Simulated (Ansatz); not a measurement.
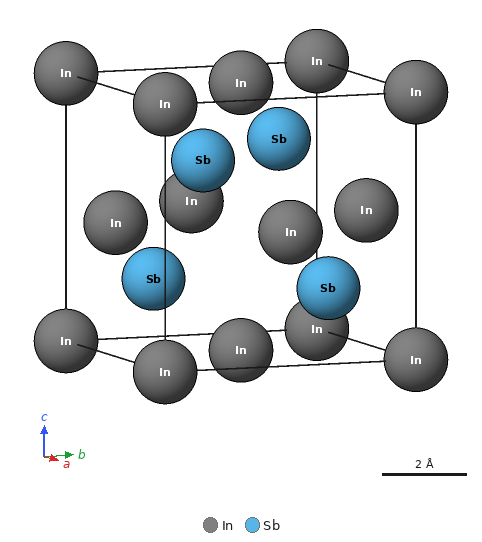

**Figure 1.** The structure as given in the input (spheres-only view of the cell 4 times as large as that of the calculation, set on its symmetry axes, seen slightly off an axis).

InSb: single-point calculation

InSb (F-43m, 2 atoms in the cell), computed with DFT PBEsol, scalar-relativistic, plane waves, PAW, no spin polarisation (Ansatz 0.2.0).

The structure derives from an entry of the Crystallography Open Database.

### The program's output
```
Engine: ansatz 0.2.0, aarch64-unknown-linux-gnu
Pseudopotentials: kind: paw
Pseudopotential: In, paw, valence charge 13, recommended cutoff 420 eV (normal), In.paw.azcp
Pseudopotential: Sb, paw, valence charge 15, recommended cutoff 420 eV (normal), Sb.paw.azcp
Functional definition: PBEsol
  exchange = pbesol_x
  correlation = pbesol_c
Crystal: 2 atoms, lattice volume = 67.968 Å³
Basis set: ecut = 420 eV, 1363 PW (Γ), exchange–correlation on 64×64×64 points (8 copies of the dense FFT grid, shifted against one another)
Bands: 18, of which v1, the nominal top of the filled ones, is band 14 counted from 1 (13 counted from 0)
Symmetry: 24 space group operations
Space group: F-43m (ITA 216), of the structure as read, at distance tolerance 4.1e-5 Å
k-points: 16 of 216 (time reversal used)
Non-local potential: In, projectors of the file, l = 0: 2, l = 1: 2, l = 2: 2, l = 3: 2
Non-local potential: Sb, projectors of the file, l = 0: 2, l = 1: 2, l = 2: 2, l = 3: 2
PAW form: soft (Blöchl's): semilocal exchange-correlation on the pseudo side does not see the compensation charge
PAW frozen core: In, regenerated for the run's functional, and the local potential with it (the file was generated under x = pbe(κ = 0.804, μ = 0.2195149727645171), c = pbe(β = 0.06672455060314922))
PAW frozen core: Sb, regenerated for the run's functional, and the local potential with it (the file was generated under x = pbe(κ = 0.804, μ = 0.2195149727645171), c = pbe(β = 0.06672455060314922))
PAW one-centre angular grid: In, 590 points (default); XC on 64 Gauss nodes
PAW one-centre angular grid: Sb, 590 points (default); XC on 64 Gauss nodes
Initial density: superposition of atomic densities (neutral atoms: chi_scale 0, normalization atom), corrected by the library's trained network
Initial wavefunctions: pseudopotential atomic-orbital guess
Functional: x = pbesol(κ = 0.804, μ = 0.12345679012345678), c = pbesol(β = 0.046)
SCF iter   1: F=—  HF=-11933.628249 eV  |F-HF|=—  |Δ(HF+E_count)|=         —  Δρ=3.22e-3  dr2=1.06e-2  ethr=1.77e-3  ⟨swp⟩=5.9  Hψ=1482  notcnv=0
preconditioner: auto → none  [insulator: Δε(μ)=0.448 eV  Ē_g=13.941 eV  σ=0.100 eV  W_gap=0.67  n_scr=14 (ndim 8)  ℏωp=19.1 eV  f_vac=0.112  D(μ)=0.14/eV (n_scr^D=0)  ε∞_Penn≈2.9]
SCF iter   2: F=—  HF=-11933.622901 eV  |F-HF|=—  |Δ(HF+E_count)|=   5.35e-3  Δρ=1.23e-3  dr2=7.31e-4  ethr=3.78e-5  ⟨swp⟩=2.1  Hψ=518  notcnv=0
SCF iter   3: F=—  HF=-11933.623081 eV  |F-HF|=—  |Δ(HF+E_count)|=   1.80e-4  Δρ=4.00e-4  dr2=1.02e-4  ethr=2.61e-6  ⟨swp⟩=2.0  Hψ=433  notcnv=0
SCF iter   4: F=—  HF=-11933.623109 eV  |F-HF|=—  |Δ(HF+E_count)|=   2.77e-5  Δρ=1.66e-4  dr2=1.36e-5  ethr=3.65e-7  ⟨swp⟩=2.0  Hψ=432  notcnv=0
SCF iter   5: F=—  HF=-11933.623124 eV  |F-HF|=—  |Δ(HF+E_count)|=   1.52e-5  Δρ=3.83e-5  dr2=6.54e-7  ethr=4.86e-8  ⟨swp⟩=3.0  Hψ=433  notcnv=0
SCF iter   6: F=-11933.623124 eV  HF=-11933.623124 eV  |F-HF|=8.34e-9  |Δ(HF+E_count)|=   4.51e-8  Δρ=9.45e-6  dr2=4.66e-8  ethr=3.57e-10  ⟨swp⟩=7.1  Hψ=1473  notcnv=0
SCF 1 converged in 6 iterations: F = -11933.623124 eV  dr2 = 4.66e-8
  greatest PAW one-centre occupation: 0.996 electrons in one spin orbital (limit 2), on the Sb atom at site 1 (counted from 0), in its partial waves of l = 2
SCF converged after 6 iterations
Free energy (F): -11933.623124 eV
Harris-Foulkes:  -11933.623124 eV  (|F-HF|=8.34e-9)
Internal energy: -11933.622410 eV  (E = F + TS)
E sigma→0 (E₀):  -11933.622767 eV
Entropy (-TS):   -0.000714 eV (-0.357 meV/atom)
Fermi energy:    7.279931 eV
--- Per-component energies (eV) ---
  E_band       = -263.418153
  E_kinetic    = 451.598675
  E_local      = -3203.264519  (includes V_loc(G=0)·N_el)
  E_nonlocal   = 733.110349
  E_hartree    = 1375.373846
  E_xc         = -350.838868
  E_vxc        = -196.410253  (∫ρ·V_xc dr)
  E_paw        = -8584.917092  (= ΣΔE_a)
  E_vpaw       = -799.212775  (= ΣTr[D̂ρ^β])
  E_aug_tail   = 0.000023  (compensation charges beyond the density's cutoff)
  E_ewald      = -2355.252583
  E_core_change = 0.567760  (= ΣΔE_core)
  E_smearing   = -0.000714  (= −TS)
  E_closure    = -0.000000  (closes the sum)
  Σ components = -11933.623124   (vs F -11933.623124, Δ=0.00e0)
--- Forces (eV/Å), atoms counted from 1 ---
  atom   1  In    -0.00000000     0.00000000     0.00000000
  atom   2  Sb     0.00000000    -0.00000000     0.00000000
  max |Σ_I F_I| component: 7.40e-17 eV/Å
--- Stress (GPa, compression-positive) ---
        0.919102       0.000000      -0.000000
       -0.000000       0.919102       0.000000
       -0.000000       0.000000       0.919102
  P = ⅓ Tr σ = 0.9191 GPa (9.191 kbar)
--- Band table (eV; the first three rows and the last of 16) ---
  k-point 0: bands = ["-21.2628", "-21.2628", "-21.2628", "-21.2455", "-21.2455", "-7.2991", "-7.2991", "-7.2991", "-7.2126", "-7.2126", "-3.5051", "6.9795", "7.2495", "7.2495", "7.2495", "10.1894", "10.1894", "10.1894"]
  k-point 1: bands = ["-21.2628", "-21.2625", "-21.2625", "-21.2453", "-21.2453", "-7.3119", "-7.2934", "-7.2934", "-7.2131", "-7.2131", "-3.2550", "4.7552", "6.9120", "6.9120", "8.1805", "10.6462", "10.6462", "10.9171"]
  k-point 2: bands = ["-21.2628", "-21.2620", "-21.2620", "-21.2451", "-21.2451", "-7.3369", "-7.2834", "-7.2834", "-7.2126", "-7.2126", "-2.6077", "2.6040", "6.4296", "6.4296", "7.8851", "11.0457", "11.0457", "12.9755"]
  k-point 15: bands = ["-21.2634", "-21.2615", "-21.2606", "-21.2456", "-21.2440", "-7.3739", "-7.2633", "-7.2557", "-7.2257", "-7.2095", "-1.4959", "1.3939", "4.4986", "4.5971", "9.8931", "9.9193", "12.9015", "13.1374"]
```

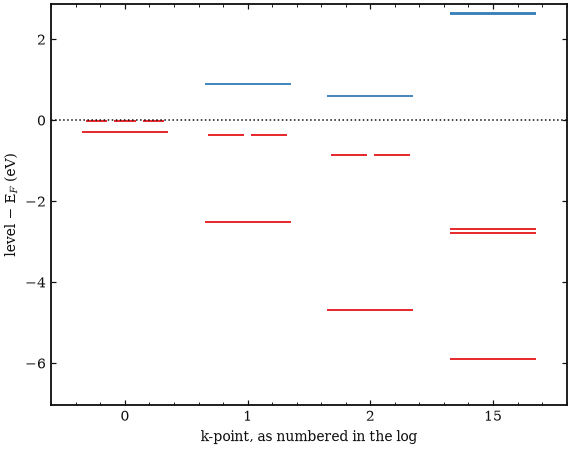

**Figure 2.** Kohn–Sham levels near the Fermi level (dotted) at the few k-points that the log prints; levels within 0.02 eV of each other stand side by side. The system is metallic on the full mesh.

The run was set up as follows.

### The input
```yaml
crystal:
  lattice:
    - [0.0, 3.2391, 3.2391]
    - [3.2391, 0.0, 3.2391]
    - [3.2391, 3.2391, 0.0]
  atoms:
    - { symbol: In, position: [0.0, 0.0, 0.0] }
    - { symbol: Sb, position: [0.75, 0.75, 0.75] }
basis:
  ecutwfc: 420
kpoints:
  mp_grid: { grid: [6, 6, 6] }
hamiltonian:
  xc: pbesol
scf:
  occupations: { method: gaussian, width: 0.1 }
output:
  forces: true
  stress: true
  eigenvalues: true
```

Launched with:
```bash
ansatz run input.yaml --threads 1 --pin off --max-ram 3072MiB --backend cpu --events-out ev --progress --plain --runs-dir out
```

### Results in brief

| quantity | value |
| --- | --- |
| outcome | converged |
| space group (tolerance 0.01 Å) | F-43m (216) |
| electrons treated | 28 |
| free energy | −11933.6231 eV |
| Fermi energy | 7.280 eV |
| gap on the k-point mesh | none (metallic) |
| pressure | 0.92 GPa |
| largest force (length of the vector) | under 0.001 eV/Å |
| hardware | 1 thread of Arm Neoverse V2, 128 GiB of memory available, shared host |
| wall time | 2.1 s |
| peak memory | 0.32 GiB |
